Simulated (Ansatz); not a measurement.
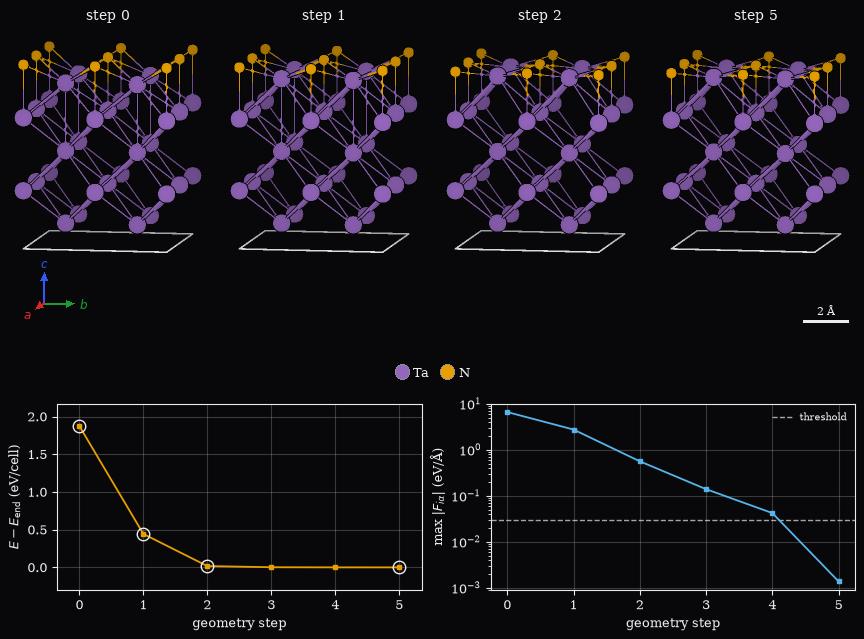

Frames of a constrained relaxation of a slab of composition Ta5N (cut from the Im-3m phase), marked on the history of the run. Style: ball-and-stick. Shown: the 2 × 2 repeat of the cell, outlined in the plane, without the vacuum, slightly off an axis.

Case: N put over a Ta atom of a lower plane. The slab is the (1 0 0) face of Ta with N on it. 2 atoms are held fixed.

Method: Ansatz, DFT PBEsol, scalar-relativistic, plane waves, PAW.

Input
```yaml
crystal:
  lattice:
    - [3.2805195246, 0.0, 0.0]
    - [0.0, 3.2805195246, 0.0]
    - [0.0, 0.0, 25.5610390493]
  atoms:
    - { symbol: Ta, position: [0.5, 0.5, 0.3325373427] }
    - { symbol: Ta, position: [0.0, 0.0, 0.3967076512] }
    - { symbol: Ta, position: [0.5, 0.5, 0.4611411122] }
    - { symbol: Ta, position: [0.0, 0.0, 0.5263369554] }
    - { symbol: Ta, position: [0.5, 0.5, 0.5815099114] }
    - { symbol: "N", position: [0.0, 0.0, 0.6206319517] }
basis:
  ecutwfc: 420
kpoints:
  mp_grid: { grid: [9, 9, 1] }
hamiltonian:
  xc: pbesol
scf:
  occupations: { method: gaussian, width: 0.1 }
output:
  forces: true
  eigenvalues: true
  write_density: true
  write_potential: true
  elf: true
  volumetric_format: npy
relax:
  adjacent_minimum: "off"
  f_tol: 0.03
  max_steps: 70
  constraints: [{ sites: [0, 1] }]
efield:
  axis: 3
  dipole_correction: true
  ramp_width: 0.04
```

Launched with:
```bash
ansatz run input.yaml --threads 1 --pin off --max-ram 2560MiB --backend cpu --events-out ev --progress --plain --runs-dir out
```

### What happens along the run?

Over 5 geometry steps the energy falls by 1.873 eV per cell of the calculation. Largest force component: 6.6 eV/Å at the start, 0.0014 eV/Å at the end. N6 moves most: 0.38 Å along the normal (−c). Largest moves by element: N 0.38 Å, Ta 0.26 Å. The cell stays as it was. Among the contacts that change: Ta3–Ta5 3.077 → 3.385 Å, Ta4–N6 2.410 → 2.138 Å, Ta4–Ta5 2.715 → 2.921 Å, Ta5–N6 2.526 → 2.348 Å. Among the angles between lasting bonds that change: Ta5–N6–Ta5 133.4° → 162.2°, Ta4–N6–Ta5 66.7° → 81.1°, Ta5–N6–Ta5 81.0° → 88.6°. Cost: 97 s on 1 thread of Arm Neoverse V2 (shared host), peak memory 0.48 GiB. From step 0 to 1: Ta5 moves most (0.19 Å), energy −1.430 eV per cell of the calculation. From step 1 to 2: N6 moves most (0.19 Å), energy −0.426 eV per cell of the calculation. From step 2 to 5: N6 moves most (0.06 Å), energy −17.4 meV per cell of the calculation.

Limits of the set-up: the periodic images lie only 3.3 Å apart, so the values are limited by the cell's size.
